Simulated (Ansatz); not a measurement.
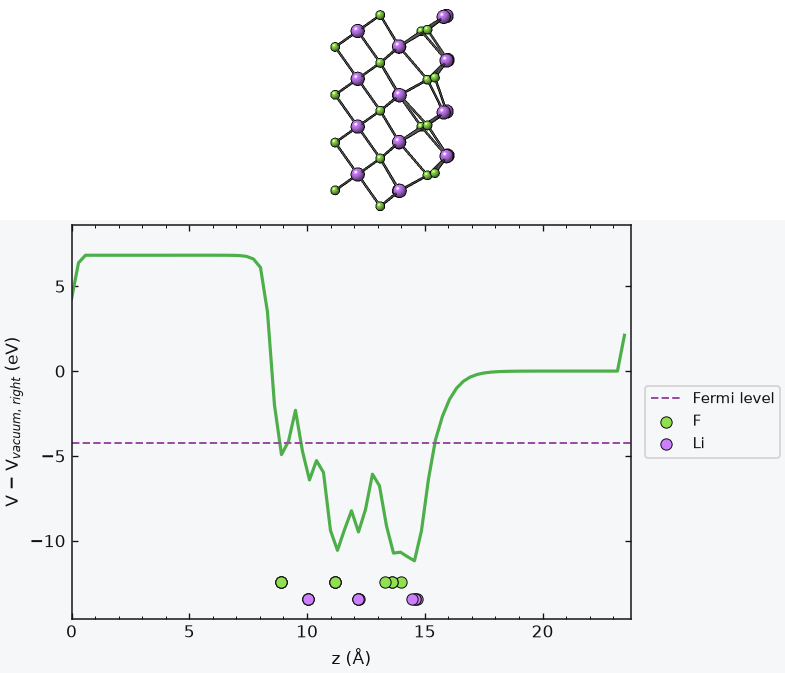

Plane-averaged electrostatic potential energy of an electron across the slab; circles at the bottom mark the heights of the atoms. The structure is drawn too.

Calculation on a (111) slab cut from LiF (Fm-3m), ended by Li above and F below, 24 atoms in the cell, the slab at its places in the relaxed adsorbed structure; a = 5.66 Å, b = 5.66 Å, c = 23.77 Å, α = 90.00°, β = 90.00°, γ = 120.00°.

Method: DFT PBE+D3(BJ), scalar-relativistic, plane waves, PAW, no spin polarisation, 3×3×1 k mesh, 420 eV cutoff (Ansatz).

Read off the work function of each face.

Answer. The work function is 4.24 eV at the right face and 11.07 eV at the left.

How thick are slab and vacuum?

Answer. The outermost atoms are 5.8 Å apart, which leaves 18.0 Å of vacuum in a cell 23.8 Å high.

Do the two faces differ, and what does that say about the slab's dipole?

Answer. The vacuum level is 6.83 eV higher at the left than at the right, so the slab carries a dipole along its normal; the ramp in the vacuum, at or near the edge of the plot, is the dipole correction that keeps each side flat.

The atoms aren't at rest in this cell (largest force 2.3 eV/Å), so the relaxed material can differ.
